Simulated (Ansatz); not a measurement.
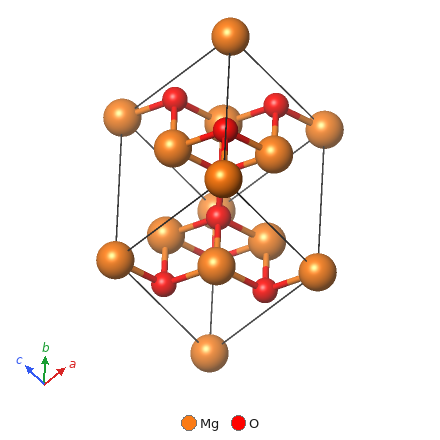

The system is MgO₂ (R-3m phase) with one H guest (13 atoms in the cell, cell charge +1); the picture shows it without the atoms that are moved over the map. A guest moved over a lattice plane through the rigid host; the plane is (0 0 1) of the conventional cell, half-way across the widest gap between atomic layers, origin above O6. Places are given modulo a cell vector. The map is drawn in real space over the plane of the scan. Nothing is relaxed (host rigid, guest held in the plane). The scan uses a 12 × 12 grid; 31 points were computed and 113 follow by symmetry. All energies are given in eV per cell relative to the lowest grid point. The band gap closes in part of the range. The cell is charged on a uniform background, without a charge correction. Level of theory: Ansatz, DFT LDA, scalar-relativistic, plane waves, PAW. Settings: cutoff 420 eV, k-mesh 6×6×6, gaussian smearing 0.05 eV, no spin polarisation.

Range: place of H13 along a1 from 0.000 to 0.917; place of H13 along a2 from 0.000 to 0.917.

What landscape does the calculation give?

The lowest grid point is at (1/12, 3/12) of the cell vectors [nearest 2 O at 1.18 Å]; the map holds 4 wells of about this depth. Relaxing all atoms from the lowest point lowers the energy by a further 1.31 eV. The highest grid point, (0/12, 0/12) of the cell vectors [nearest 2 O at 0.73 Å], lies 11.99 eV above the lowest. On the interpolated surface the easiest way out of the lowest well to a well of about the same depth near (3/12, 1/12) of the cell vectors [nearest 2 O at 1.18 Å] passes a barrier of about 0.03 eV, counted from the interpolated bottom of the well.

| place of H13 along a2 ↓, place of H13 along a1 → | 0/12 | 1/12 | 2/12 | 3/12 | 4/12 | 5/12 | 6/12 | 7/12 | 8/12 | 9/12 | 10/12 | 11/12 |
| --- | --- | --- | --- | --- | --- | --- | --- | --- | --- | --- | --- | --- |
| 11/12 | 8.34 | 8.34 | 4.11 | 0.85 | 0.00 | 0.38 | 0.83 | 0.83 | 0.38 | 0.00 | 0.85 | 4.11 |
| 10/12 | 2.86 | 4.11 | 2.86 | 0.85 | 0.03 | 0.31 | 0.87 | 1.12 | 0.87 | 0.31 | 0.03 | 0.85 |
| 9/12 | 0.29 | 0.85 | 0.85 | 0.29 | 0.00 | 0.31 | 0.90 | 1.30 | 1.30 | 0.90 | 0.31 | 0.00 |
| 8/12 | 0.06 | 0.00 | 0.03 | 0.00 | 0.06 | 0.38 | 0.87 | 1.30 | 1.45 | 1.30 | 0.87 | 0.38 |
| 7/12 | 0.56 | 0.38 | 0.31 | 0.31 | 0.38 | 0.56 | 0.83 | 1.12 | 1.30 | 1.30 | 1.12 | 0.83 |
| 6/12 | 0.81 | 0.83 | 0.87 | 0.90 | 0.87 | 0.83 | 0.81 | 0.83 | 0.87 | 0.90 | 0.87 | 0.83 |
| 5/12 | 0.56 | 0.83 | 1.12 | 1.30 | 1.30 | 1.12 | 0.83 | 0.56 | 0.38 | 0.31 | 0.31 | 0.38 |
| 4/12 | 0.06 | 0.38 | 0.87 | 1.30 | 1.45 | 1.30 | 0.87 | 0.38 | 0.06 | 0.00 | 0.03 | 0.00 |
| 3/12 | 0.29 | 0.00 | 0.31 | 0.90 | 1.30 | 1.30 | 0.90 | 0.31 | 0.00 | 0.29 | 0.85 | 0.85 |
| 2/12 | 2.86 | 0.85 | 0.03 | 0.31 | 0.87 | 1.12 | 0.87 | 0.31 | 0.03 | 0.85 | 2.86 | 4.11 |
| 1/12 | 8.34 | 4.11 | 0.85 | 0.00 | 0.38 | 0.83 | 0.83 | 0.38 | 0.00 | 0.85 | 4.11 | 8.34 |
| 0/12 | 11.99 | 8.34 | 2.86 | 0.29 | 0.06 | 0.56 | 0.81 | 0.56 | 0.06 | 0.29 | 2.86 | 8.34 |

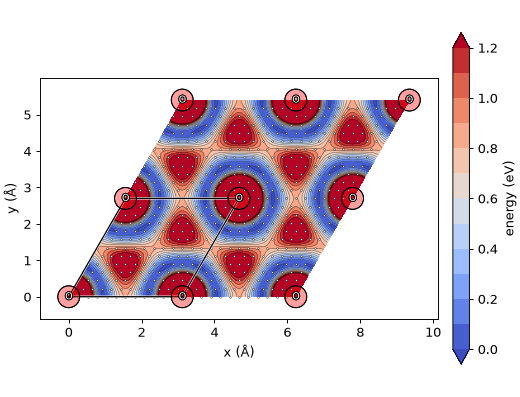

Drawn: filled contours, dots at the grid points, labelled circles for the fixed atoms within 1 Å of the plane, the outline of one cell of the 2 × 2 shown, one colour for all values above the top of the scale. Between grid points the surface is interpolated.

Time for the 31 points that were run: 9.3 min on 4 threads of Arm Neoverse V2, on a shared host.

PAW datasets: the set soft_1.
